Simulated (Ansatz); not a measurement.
**Two runs on CoSi**

System: CoSi (P2₁3, 8 atoms in the cell).
Method of run A: Kohn-Sham DFT of a periodic cell, BLYP with D4, Ansatz PAW, spin-polarised (Ansatz 0.2.0).

The structure derives from an entry of the Crystallography Open Database. Text and figures count atoms from 1; the logs count them from 0 in places.

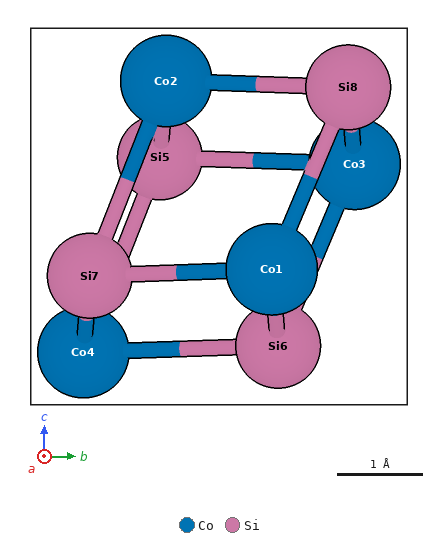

The input geometry (ball-and-stick view of the cell of the calculation, along the a axis; atoms are numbered from 1 in the order of the input). Near neighbours in the crystal (not all of them lie inside the picture): Co has 7 Si at 2.28 to 2.47 Å; Si has 7 Co at 2.28 to 2.47 Å.

**The input, run A**
```yaml
crystal:
  lattice:
    - [4.438, 0.0, 0.0]
    - [0.0, 4.438, 0.0]
    - [0.0, 0.0, 4.438]
  atoms:
    - { symbol: Co, position: [0.86, 0.64, 0.36], spin: 2.0 }
    - { symbol: Co, position: [0.64, 0.36, 0.86], spin: 2.0 }
    - { symbol: Co, position: [0.36, 0.86, 0.64], spin: 2.0 }
    - { symbol: Co, position: [0.14, 0.14, 0.14], spin: 2.0 }
    - { symbol: Si, position: [0.157, 0.343, 0.657] }
    - { symbol: Si, position: [0.343, 0.657, 0.157] }
    - { symbol: Si, position: [0.657, 0.157, 0.343] }
    - { symbol: Si, position: [0.843, 0.843, 0.843] }
hamiltonian:
  xc: blyp
  pseudopotentials: { kind: paw }
  dispersion: d4
magnetization:
  spin_polarized: true
kpoints:
  mp_grid: { grid: [6, 6, 6] }
scf:
  occupations: { method: fermi_dirac, width: 0.05 }
output:
  forces: true
  stress: true
  write_density: true
  write_potential: true
  elf: true
  volumetric_format: npy
relax:
  f_tol: 0.01
  max_steps: 40
  cell: { stress_tol: 0.05 }
```

Launched with:
```bash
ansatz run input.yaml --threads 4 --pin off --max-ram 11264MiB --backend cpu --events-out ev --progress --plain --runs-dir out
```

Hardware: 4 threads of Arm Neoverse V2, 24 GiB of memory available, shared host.

**Output, shortened to warnings, some set-up lines, iterations and results (run A)**
```
WARN: the starting moments were not kept: the SCF closed with an absolute magnetisation of 1.1e-6 μB, where they sum to 8 μB in size (4 sites). That is at most 0.1 of that sum. Measured as dr2_m measures the in/out step, that magnetisation stands 2.8e-13 eV from none, at or under the dr2_threshold of 1.0e-7 eV: it is no larger than a step whose dr2_m would equal this threshold. The system may …
Basis set: ecut = 420 eV, 1743 PW (Γ), exchange–correlation on 60×60×60 points (8 copies of the dense FFT grid, shifted against one another)
Symmetry: 12 space group operations
k-points: 24 of 216 (time reversal used)
Initial density: superposition of atomic densities (chi_scale 0.1, normalization cell)
[...]
SCF iter   1: F=—  HF=-23095.366167 eV  |F-HF|=—  |Δ(HF+E_count)|=         —  Δρ=8.22e-2 (↑8.22e-2 ↓3.46e-2)  dr2=3.31e0  dr2_m=1.84e0  M=4.451 μB ∫|m|=6.112 μB  β_m=0.30  …
SCF iter   2: F=—  HF=-23095.602450 eV  |F-HF|=—  |Δ(HF+E_count)|=   2.36e-1  Δρ=5.61e-2 (↑4.12e-2 ↓5.61e-2)  dr2=8.39e-1  dr2_m=1.73e0  M=3.983 μB ∫|m|=5.555 μB  β_m=0.46  …
SCF iter   3: F=—  HF=-23099.878806 eV  |F-HF|=—  |Δ(HF+E_count)|=    4.28e0  Δρ=5.94e-2 (↑3.20e-2 ↓5.94e-2)  dr2=1.31e0  dr2_m=1.57e0  M=3.424 μB ∫|m|=4.804 μB  β_m=0.45  …
SCF iter   4: F=—  HF=-23103.089495 eV  |F-HF|=—  |Δ(HF+E_count)|=    3.21e0  Δρ=4.83e-2 (↑2.75e-2 ↓4.83e-2)  dr2=7.89e-1  dr2_m=1.11e0  M=2.582 μB ∫|m|=3.747 μB  β_m=0.23  …
SCF iter   5: F=—  HF=-23104.074227 eV  |F-HF|=—  |Δ(HF+E_count)|=   9.85e-1  Δρ=3.91e-2 (↑3.91e-2 ↓1.24e-2)  dr2=5.30e-1  dr2_m=4.52e-1  M=2.069 μB ∫|m|=2.944 μB  β_m=0.73  …
[... 57 lines ...]
SCF iter   7: F=—  HF=-23105.039315 eV  |F-HF|=—  |Δ(HF+E_count)|=   9.21e-9  Δρ=4.05e-7 (↑4.05e-7 ↓4.05e-7)  dr2=3.89e-10  dr2_m=5.83e-16  M=0.000 μB ∫|m|=0.000 μB  β_m=0.95 …
SCF iter   8: F=—  HF=-23105.039315 eV  |F-HF|=—  |Δ(HF+E_count)|=  2.18e-11  Δρ=2.79e-8 (↑2.79e-8 ↓2.76e-8)  dr2=1.22e-12  dr2_m=4.41e-17  M=0.000 μB ∫|m|=0.000 μB  β_m=0.97 …
SCF iter   9: F=-23105.039315 eV  HF=-23105.039315 eV  |F-HF|=3.64e-12  |Δ(HF+E_count)|=    0.00e0  Δρ=3.49e-8 (↑3.44e-8 ↓3.49e-8)  dr2=2.69e-12  dr2_m=6.54e-17  M=0.000 μB …
SCF 6 converged in 9 iterations: F = -23105.039315 eV  dr2 = 2.69e-12
relax step   6: F+E_penalty+E_count = -23105.03931514 eV  Δ(F+E_penalty+E_count) = +1.544e-3 eV  max|allowed force component| = 9.361e-4 eV/Å  Δτ_max = 0.0000 Å  P = -0.036 …
basis re-selected at this cell: Δ(F+E_penalty+E_count) = +1.544e-3 eV, ΔP = -0.039 GPa vs the last step (what re-selecting the basis moved, of the pressure what is left beyond the Pulay correction that the steps carried, after the strain that the cell walked since its last selection, with what the …
SCF converged after 9 iterations
Magnetization: 0.0000 μB (42.0000 up, 42.0000 down)
Absolute magnetization: 0.0000 μB (∫|ρ↑−ρ↓|, with the PAW one-centre terms)
Spin contamination: 0.0000 ħ² per cell (⟨S²⟩ above its minimum at these occupations)
Per-site moments (μB) at R_I (Å): [(1.851150303050363e-11, 0.9497310680451542), (1.8511119628395804e-11, 0.9497310680451542), (1.8510961025625892e-11, 0.9497310680451542), (1.8511245492287466e-11, 0.9497310680451547), (-8.362076251322724e-11, 0.9497310680451542), (-8.362052458102464e-11, …
Free energy (F): -23105.039315 eV
Harris-Foulkes:  -23105.039315 eV  (|F-HF|=3.64e-12)
Internal energy: -23105.026015 eV  (E = F + TS)
E sigma→0 (E₀):  -23105.032665 eV
Entropy (-TS):   -0.013300 eV (-1.663 meV/atom)
Fermi energy:    17.651891 eV
--- Per-component energies (eV) ---
  E_band       = -868.129174
  E_kinetic    = 2019.905772
  E_local      = -14115.529276  (includes V_loc(G=0)·N_el)
  E_nonlocal   = 1926.412105
  E_hartree    = 6148.196150
  E_xc         = -858.838234
  E_vxc        = -1009.015531  (∫ρ·V_xc dr)
  E_paw        = -8184.967104  (= ΣΔE_a)
  E_vpaw       = -1986.294520  (= ΣTr[D̂ρ^β])
  E_aug_tail   = 0.000234  (compensation charges beyond the density's cutoff)
  E_ewald      = -10032.236062
  E_disp       = -8.055751  (pairwise vdW)
  E_core_change = 0.086152  (= ΣΔE_core)
  E_smearing   = -0.013300  (= −TS)
  E_closure    = 0.000000  (closes the sum)
  Σ components = -23105.039315   (vs F -23105.039315, Δ=0.00e0)
--- Forces (eV/Å), atoms counted from 1 ---
  atom   1  Co     0.00093615    -0.00093615     0.00093615
  atom   2  Co    -0.00093615     0.00093615     0.00093615
  atom   3  Co     0.00093615     0.00093615    -0.00093615
  atom   4  Co    -0.00093615    -0.00093615    -0.00093615
  atom   5  Si    -0.00093183     0.00093183    -0.00093183
  atom   6  Si     0.00093183    -0.00093183    -0.00093183
[...]
```

The input of run B differs as follows (lines with − go, lines with + come):
```diff
-  xc: blyp
+  xc: revpbe
-  dispersion: d4
-  write_density: true
-  write_potential: true
-  elf: true
-  volumetric_format: npy
```

Predict how the results change.

The total energies belong to different models, so their difference says nothing on which is more stable or more accurate. The volume per atom goes from 10.62 to 11.02 Å³. The functional changes from BLYP to revPBE. The SCF takes 62 iterations over all geometry steps against 55.

**Output, shortened to warnings, some set-up lines, iterations and results (run B)**
```
WARN: the starting moments were not kept: the SCF closed with an absolute magnetisation of 9.6e-7 μB, where they sum to 8 μB in size (4 sites). That is at most 0.1 of that sum. Measured as dr2_m measures the in/out step, that magnetisation stands 2.8e-13 eV from none, at or under the dr2_threshold of 1.0e-7 eV: it is no larger than a step whose dr2_m would equal this threshold. The system may …
Basis set: ecut = 420 eV, 1743 PW (Γ), exchange–correlation on 60×60×60 points (8 copies of the dense FFT grid, shifted against one another)
Symmetry: 12 space group operations
k-points: 24 of 216 (time reversal used)
Initial density: superposition of atomic densities (chi_scale 0.1, normalization cell)
[...]
SCF iter   1: F=—  HF=-23067.382784 eV  |F-HF|=—  |Δ(HF+E_count)|=         —  Δρ=8.97e-2 (↑8.97e-2 ↓3.53e-2)  dr2=4.98e0  dr2_m=1.76e0  M=4.501 μB ∫|m|=6.195 μB  β_m=0.30  …
SCF iter   2: F=—  HF=-23066.498054 eV  |F-HF|=—  |Δ(HF+E_count)|=   8.85e-1  Δρ=5.35e-2 (↑4.31e-2 ↓5.35e-2)  dr2=8.62e-1  dr2_m=1.66e0  M=4.009 μB ∫|m|=5.657 μB  β_m=0.42  …
SCF iter   3: F=—  HF=-23070.111793 eV  |F-HF|=—  |Δ(HF+E_count)|=    3.61e0  Δρ=5.63e-2 (↑3.18e-2 ↓5.63e-2)  dr2=1.23e0  dr2_m=1.43e0  M=3.549 μB ∫|m|=5.003 μB  β_m=0.19  …
SCF iter   4: F=—  HF=-23071.942629 eV  |F-HF|=—  |Δ(HF+E_count)|=    1.83e0  Δρ=4.38e-2 (↑3.64e-2 ↓4.38e-2)  dr2=6.15e-1  dr2_m=1.20e0  M=3.219 μB ∫|m|=4.542 μB  β_m=0.11  …
SCF iter   5: F=—  HF=-23072.890492 eV  |F-HF|=—  |Δ(HF+E_count)|=   9.48e-1  Δρ=4.12e-2 (↑4.12e-2 ↓2.62e-2)  dr2=3.67e-1  dr2_m=8.25e-1  M=2.925 μB ∫|m|=4.090 μB  β_m=0.69  …
[... 66 lines ...]
SCF iter   6: F=—  HF=-23075.206211 eV  |F-HF|=—  |Δ(HF+E_count)|=   2.42e-6  Δρ=9.09e-7 (↑9.09e-7 ↓9.09e-7)  dr2=2.64e-9  dr2_m=1.44e-16  M=-0.000 μB ∫|m|=0.000 μB  β_m=0.92 …
SCF iter   7: F=—  HF=-23075.206211 eV  |F-HF|=—  |Δ(HF+E_count)|=   2.34e-9  Δρ=9.19e-8 (↑9.19e-8 ↓9.19e-8)  dr2=9.15e-12  dr2_m=8.00e-17  M=-0.000 μB ∫|m|=0.000 μB  …
SCF iter   8: F=-23075.206211 eV  HF=-23075.206211 eV  |F-HF|=0.00e0  |Δ(HF+E_count)|=  1.09e-11  Δρ=6.12e-8 (↑6.12e-8 ↓6.10e-8)  dr2=8.55e-12  dr2_m=1.20e-17  M=0.000 μB …
SCF 7 converged in 8 iterations: F = -23075.206211 eV  dr2 = 8.55e-12
relax step   7: F+E_penalty+E_count = -23075.20621065 eV  Δ(F+E_penalty+E_count) = -3.948e-4 eV  max|allowed force component| = 3.017e-5 eV/Å  Δτ_max = 0.0000 Å  P = +0.007 …
basis re-selected at this cell: Δ(F+E_penalty+E_count) = -3.948e-4 eV, ΔP = +0.006 GPa vs the last step (what re-selecting the basis moved, of the pressure what is left beyond the Pulay correction that the steps carried, after the strain that the cell walked since its last selection, with what the …
SCF converged after 8 iterations
Magnetization: 0.0000 μB (42.0000 up, 42.0000 down)
Absolute magnetization: 0.0000 μB (∫|ρ↑−ρ↓|, with the PAW one-centre terms)
Spin contamination: 0.0000 ħ² per cell (⟨S²⟩ above its minimum at these occupations)
Per-site moments (μB) at R_I (Å): [(5.514154610329531e-10, 0.9591340072170335), (5.514153315638531e-10, 0.9591340072170335), (5.514156862555689e-10, 0.9591340072170335), (5.514149705650952e-10, 0.9591340072170331), (-2.0683710688332092e-10, 0.9591340072170335), (-2.0683744044414657e-10, …
Free energy (F): -23075.206211 eV
Harris-Foulkes:  -23075.206211 eV  (|F-HF|=0.00e0)
Internal energy: -23075.192053 eV  (E = F + TS)
E sigma→0 (E₀):  -23075.199132 eV
Entropy (-TS):   -0.014157 eV (-1.770 meV/atom)
Fermi energy:    16.548100 eV
--- Per-component energies (eV) ---
  E_band       = -960.388346
  E_kinetic    = 2006.935819
  E_local      = -14272.748480  (includes V_loc(G=0)·N_el)
  E_nonlocal   = 1916.464779
  E_hartree    = 6193.601671
  E_xc         = -869.053498
  E_vxc        = -1023.422617  (∫ρ·V_xc dr)
  E_paw        = -8140.120423  (= ΣΔE_a)
  E_vpaw       = -1974.822008  (= ΣTr[D̂ρ^β])
  E_aug_tail   = 0.000406  (compensation charges beyond the density's cutoff)
  E_ewald      = -9910.064650
  E_core_change = -0.207678  (= ΣΔE_core)
  E_smearing   = -0.014157  (= −TS)
  E_closure    = 0.000000  (closes the sum)
  Σ components = -23075.206211   (vs F -23075.206211, Δ=0.00e0)
--- Forces (eV/Å), atoms counted from 1 ---
  atom   1  Co     0.00003017    -0.00003017     0.00003017
  atom   2  Co    -0.00003017     0.00003017     0.00003017
  atom   3  Co     0.00003017     0.00003017    -0.00003017
  atom   4  Co    -0.00003017    -0.00003017    -0.00003017
  atom   5  Si     0.00000155    -0.00000155     0.00000155
  atom   6  Si    -0.00000155     0.00000155     0.00000155
  atom   7  Si     0.00000155     0.00000155    -0.00000155
[...]
```

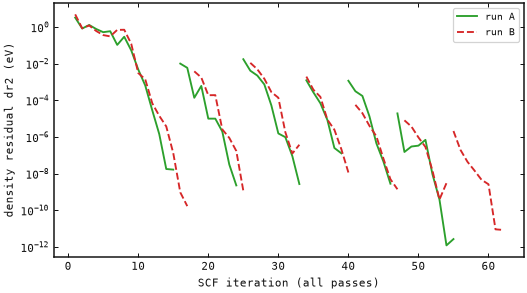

Convergence of the two runs: density residual dr2 against the SCF iteration. A break in a curve parts two SCF passes. Run A takes 55 iterations in all, and run B takes 62.

**The two runs side by side**

| quantity | run A | run B |
| --- | --- | --- |
| outcome | converged | converged |
| free energy per atom (eV) | −2888.1299 | −2884.4008 |
| energy per atom, smearing taken to zero (eV) | −2888.1291 | −2884.3999 |
| gap on the mesh (eV) | 0.00 | – |
| net moment of the cell (μB) | 0.00 | 0.00 |
| absolute moment of the cell (μB) | 0.00 | 0.00 |
| pressure (GPa) | −0.04 | 0.01 |
| volume per atom (Å³) | 10.62 | 11.02 |
| largest force (eV/Å) | 0.002 | 0.000 |
| SCF iterations | 55 | 62 |
| irreducible k-points | 24 | 24 |

For both runs: Warnings: some starting moments were not kept. Points of doubt noted for this run: forces on files of another functional.
